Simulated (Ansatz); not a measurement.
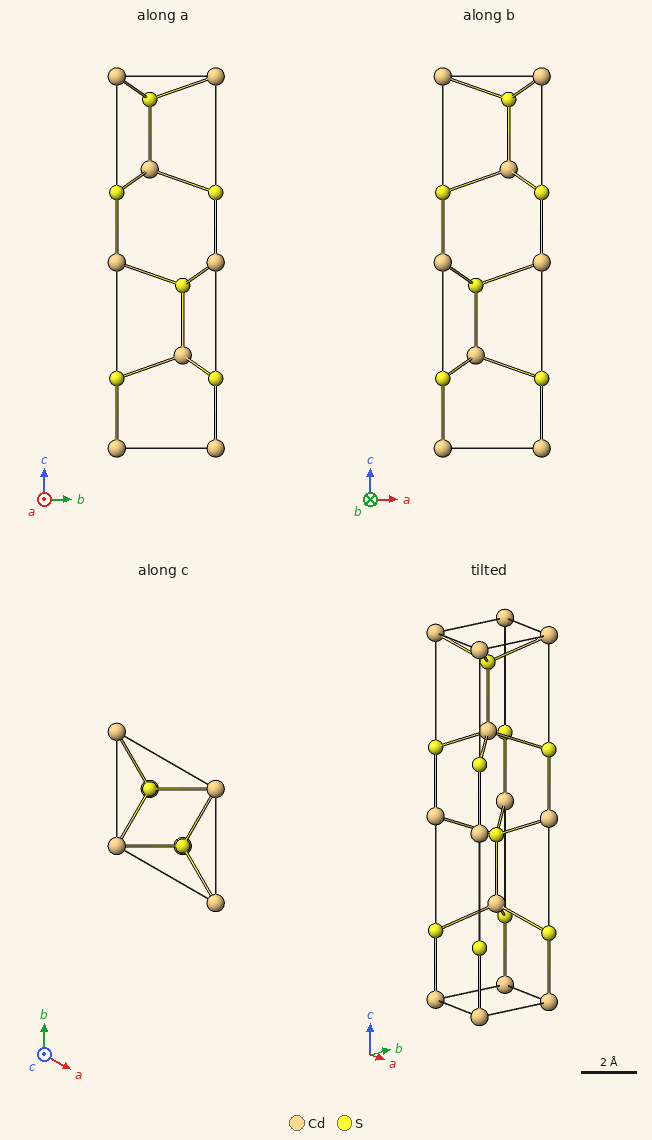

The crystal in a ball-and-stick representation, seen along the a axis, along the b axis, along the c axis and slightly off an axis. The lines enclose the conventional unit cell; boundary atoms appear with their images.

Lattice parameters: a = 4.1606 Å, b = 4.1606 Å, c = 13.5542 Å, α = 90.000°, β = 90.000°, γ = 120.000°.

Question: Transcribe the picture into a CIF with its space group and independent sites, with free fractional coordinates to two decimals.

Answer:
```cif
data_structure
_symmetry_space_group_name_H-M 'P 63 m c'
_symmetry_Int_Tables_number 186
_cell_length_a 4.1606
_cell_length_b 4.1606
_cell_length_c 13.5542
_cell_angle_alpha 90.000
_cell_angle_beta 90.000
_cell_angle_gamma 120.000
_cell_volume 203.20
loop_
_atom_site_label
_atom_site_type_symbol
_atom_site_symmetry_multiplicity
_atom_site_Wyckoff_symbol
_atom_site_fract_x
_atom_site_fract_y
_atom_site_fract_z
_atom_site_occupancy
Cd1 Cd 2 a 0.00 0.00 0.00 1
Cd2 Cd 2 b 0.3333 0.6667 0.25 1
S1 S 2 a 0.00 0.00 0.19 1
S2 S 2 b 0.3333 0.6667 0.44 1
```

The structure comes from a structure type filled with these elements by a generator (whether the compound takes this form wasn't checked). Earlier steps of the study may have refined or changed the cell and positions. A calculation with Ansatz used it as input.
